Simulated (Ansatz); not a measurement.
Consider Sn$_{3}$S$_{5}$.

The calculation's input:

```
crystal:
  lattice:
    - [7.014491557, 0.0, 0.0]
    - [3.1237935785, 6.3982714315, 0.0]
    - [3.1857023287, 2.0524825578, 6.1047171401]
  atoms:
    - { symbol: Sn, position: [0.2240161769, 0.5384115042, 0.7370191439] }
    - { symbol: Sn, position: [0.5391373844, 0.7372241952, 0.2245021468] }
    - { symbol: Sn, position: [0.7363270041, 0.223818548, 0.5379963795] }
    - { symbol: S, position: [0.9217224278, 0.460151947, 0.1162517307] }
    - { symbol: S, position: [0.460373625, 0.1158830911, 0.921334672] }
    - { symbol: S, position: [0.1174260426, 0.9238912567, 0.4633161291] }
    - { symbol: S, position: [0.6136818629, 0.6024415967, 0.5997593349] }
    - { symbol: S, position: [0.3873154764, 0.3981778609, 0.3998204627] }
basis:
  ecutwfc: 420
kpoints:
  mp_grid: { grid: [6, 6, 6] }
hamiltonian:
  xc: pbe
scf:
  occupations: { method: gaussian, width: 0.02 }
output:
  forces: true
  stress: true
  eigenvalues: true
  write_density: true
  write_potential: true
  elf: true
  volumetric_format: npy
relax:
  adjacent_minimum: "off"
  f_tol: 0.01
  max_steps: 80
  cell: { stress_tol: 0.05 }
```

Launched as:

```sh
ansatz run input.yaml --threads 4 --pin off --max-ram 10240MiB --backend cpu --events-out ev --progress --plain --runs-dir out
```

Below, planes, directions and counts refer to the conventional cell (a = 7.01 Å, b = 7.12 Å, c = 7.18 Å, α = 63.16°, β = 63.67°, γ = 63.96°).

The fields are those of the run's last geometry, not of the input's.

Space group P1; a generated structure, not necessarily the stable one; changed on purpose from its base cell (the structure that the rattled cell fell into).

All numbers below come from DFT PBE, scalar-relativistic, plane waves, PAW (Ansatz).

> What will maps of the valence pseudo-density and electron localisation function show?

Sn–S (2.63 Å): the density is about 0.41 e/Å³ at the midpoint; the ELF peaks at about 0.85 in the valence shell of S, 0.8 Å from its nucleus, and is about 0.50 at the midpoint.

> Does the calculation make it a metal, or give it a gap?

It is gapped, with a Kohn–Sham gap of 0.55 eV on the k-point mesh (the band edges may lie off the mesh, which would make the gap smaller).

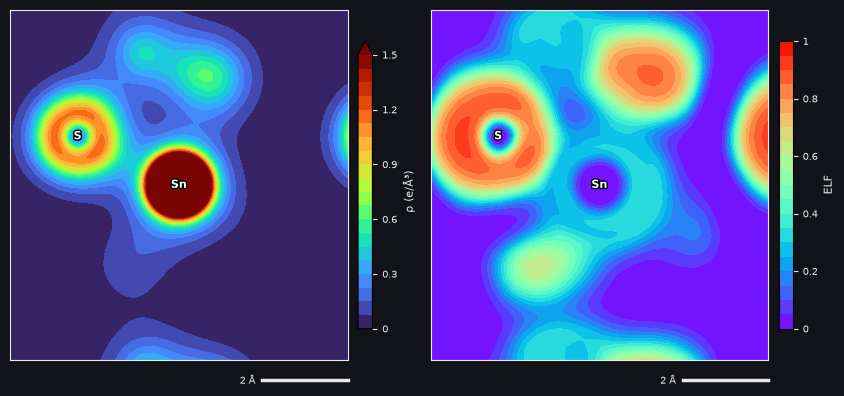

Computed valence pseudo-density and electron localisation function on the (110) plane of the conventional cell, in this order. Atoms just off the plane (S, 0.9 Å away) can leave unmarked features too.

Core electrons are frozen (PAW), and the valence fields are smoothed inside the atomic spheres.
